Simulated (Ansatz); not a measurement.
**La: 7 runs along one coordinate**

System: La (1 atom in the cell).
Method: DFT, RPBE, plane waves (420 eV) with PAW, scalar-relativistic, no spin polarisation (Ansatz 0.2.0).

The 7 runs differ only in the geometry, by an even scaling of the cell at fixed fractional positions.

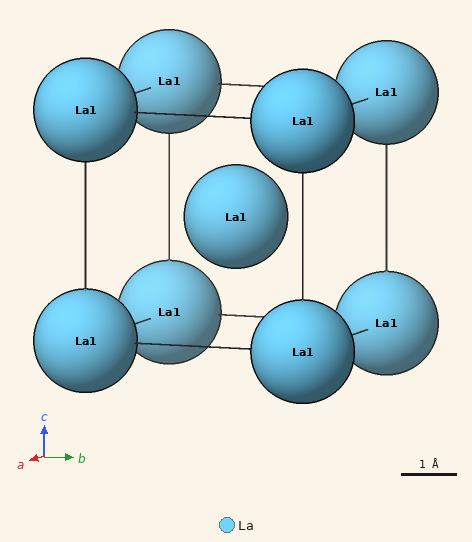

Figure 1. The structure of run 4 (spheres-only view of the cell 2 times as large as that of the calculation, set on its symmetry axes, seen slightly off an axis; atoms are numbered from 1 in the order of the input).

### Input of run 4
```yaml
crystal:
  lattice:
    - [-2.1530490936, 2.1530490936, 2.1530490936]
    - [2.1530490936, -2.1530490936, 2.1530490936]
    - [2.1530490936, 2.1530490936, -2.1530490936]
  atoms:
    - { symbol: La, position: [0.0, 0.0, 0.0] }
hamiltonian:
  xc: rpbe
  pseudopotentials:
    kind: paw
    azcp:
      La: "pseudopotentials/La.paw.azcp"
basis:
  ecutwfc: 420
  fft_grid_basis: typed
kpoints:
  mp_grid: { grid: [12, 12, 12], shift: [0, 0, 0] }
magnetization:
  spin_polarized: false
scf:
  occupations: { method: fermi_dirac, width: 0.1 }
  lower_state_search: "off"
output:
  stress: true
```

Run 2 differs from it as follows:
```diff
-    - [-2.1530490936, 2.1530490936, 2.1530490936]
-    - [2.1530490936, -2.1530490936, 2.1530490936]
-    - [2.1530490936, 2.1530490936, -2.1530490936]
+    - [-2.0940314908, 2.0940314908, 2.0940314908]
+    - [2.0940314908, -2.0940314908, 2.0940314908]
+    - [2.0940314908, 2.0940314908, -2.0940314908]
```

### Results, with one run withheld

```tsv
run	volume per atom (Å³)	free energy per atom, from the lowest run given (meV)	pressure (GPa)
1	35.132	50.71	3.66
2	36.729	?	?
3	38.326	5.02	1.04
4	39.923	0.00	−0.01
5	41.520	4.68	−0.91
6	43.117	17.65	−1.67
7	44.714	37.67	−2.33
```

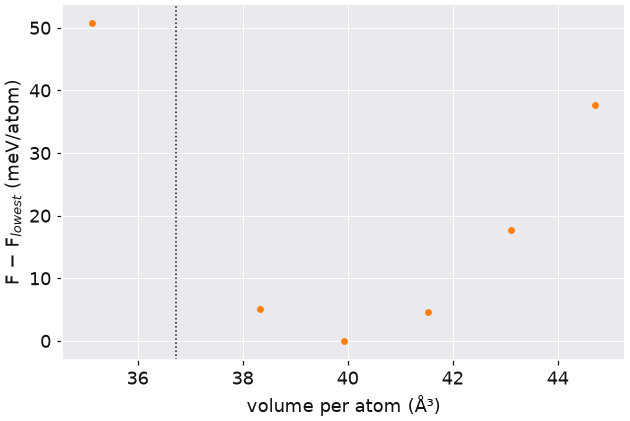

Figure 2. Free energy per atom of the runs given; the dotted line marks run 2.

What should run 2 give?

A cubic polynomial in V^(−2/3) (the Birch–Murnaghan form), fitted to the 6 runs given, misses them by at most 0.02 meV per atom. With x = V^(−2/3) − 0.08515 Å⁻², it reads F = 0.22681 − 891 x + 9.344e+05 x² − 6.1653e+06 x³ (meV per atom). At run 2 it gives 21.28 meV per atom, and the run itself gives 21.35. The slope of the fit gives a pressure −dF/dV of 2.26 GPa there, and the run prints 2.26 GPa. The fit has its minimum at 39.909 Å³ per atom, where V d²F/dV² gives 24.2 GPa: the bulk modulus at this level, since symmetry fixes the shape and the positions.

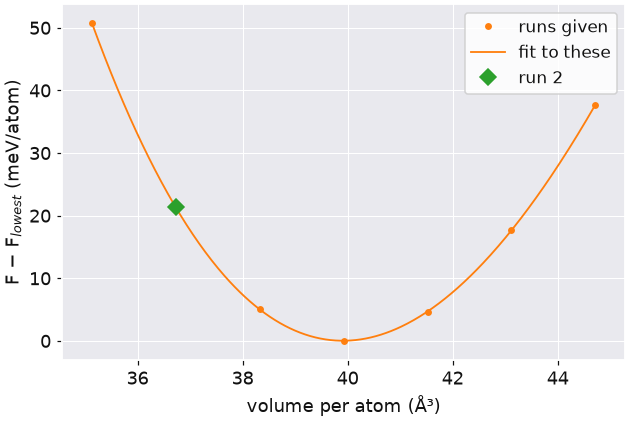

Figure 3. The fit and the withheld run.

### Output, shortened to warnings, some set-up lines, iterations and results (run 2)
```
Basis set: ecut = 420 eV, 683 PW (Γ)
Symmetry: 48 space group operations
k-points: 72 of 1728
Initial density: superposition of atomic densities (neutral atoms: chi_scale 0, normalization atom), corrected by the library's trained network
[...]
SCF iter   1: F=—  HF=-6259.659409 eV  |F-HF|=—  |Δ(HF+E_count)|=         —  Δρ=2.82e-3  dr2=1.39e-3  ethr=1.77e-3  ⟨swp⟩=4.1  Hψ=3412  notcnv=0
SCF iter   2: F=—  HF=-6259.660107 eV  |F-HF|=—  |Δ(HF+E_count)|=   6.98e-4  Δρ=1.51e-3  dr2=3.28e-4  ethr=1.26e-5  ⟨swp⟩=2.4  Hψ=1964  notcnv=0
SCF iter   3: F=—  HF=-6259.660586 eV  |F-HF|=—  |Δ(HF+E_count)|=   4.79e-4  Δρ=2.82e-4  dr2=1.56e-5  ethr=2.98e-6  ⟨swp⟩=2.0  Hψ=1138  notcnv=0
SCF iter   4: F=—  HF=-6259.660612 eV  |F-HF|=—  |Δ(HF+E_count)|=   2.53e-5  Δρ=5.87e-5  dr2=1.10e-6  ethr=1.42e-7  ⟨swp⟩=2.2  Hψ=1154  notcnv=0
SCF iter   5: F=-6259.660612 eV  HF=-6259.660612 eV  |F-HF|=2.58e-8  |Δ(HF+E_count)|=   4.03e-7  Δρ=1.36e-5  dr2=7.28e-8  ethr=1.00e-8  ⟨swp⟩=2.3  Hψ=1051  notcnv=0
SCF iter   6: F=-6259.660612 eV  HF=-6259.660612 eV  |F-HF|=8.96e-10  |Δ(HF+E_count)|=   3.98e-8  Δρ=4.00e-6  dr2=3.32e-9  ethr=6.62e-10  ⟨swp⟩=3.3  Hψ=2526  notcnv=0
SCF 1 converged in 6 iterations: F = -6259.660612 eV  dr2 = 3.32e-9
SCF converged after 6 iterations
Free energy (F): -6259.660612 eV
Harris-Foulkes:  -6259.660612 eV  (|F-HF|=8.96e-10)
Internal energy: -6259.575080 eV  (E = F + TS)
E sigma→0 (E₀):  -6259.617846 eV
Entropy (-TS):   -0.085532 eV (-85.532 meV/atom)
Fermi energy:    11.258969 eV
--- Per-component energies (eV) ---
  E_band       = -42.751946
  E_kinetic    = 193.533491
  E_local      = -329.740758  (includes V_loc(G=0)·N_el)
  E_nonlocal   = 93.857193
  E_hartree    = 104.592583
  E_xc         = -139.685219
  E_vxc        = -147.655502  (∫ρ·V_xc dr)
  E_paw        = -5425.062245  (= ΣΔE_a)
  E_vpaw       = -61.932234  (= ΣTr[D̂ρ^β])
  E_aug_tail   = -0.000000  (compensation charges beyond the density's cutoff)
  E_ewald      = -757.013956
  E_core_change = -0.056169  (= ΣΔE_core)
  E_smearing   = -0.085532  (= −TS)
  E_closure    = -0.000000  (closes the sum)
  Σ components = -6259.660612   (vs F -6259.660612, Δ=0.00e0)
--- Stress (GPa, compression-positive) ---
        2.261763      -0.000000      -0.000000
        0.000000       2.261763       0.000000
        0.000000       0.000000       2.261763
  P = ⅓ Tr σ = 2.2618 GPa (22.618 kbar)
```
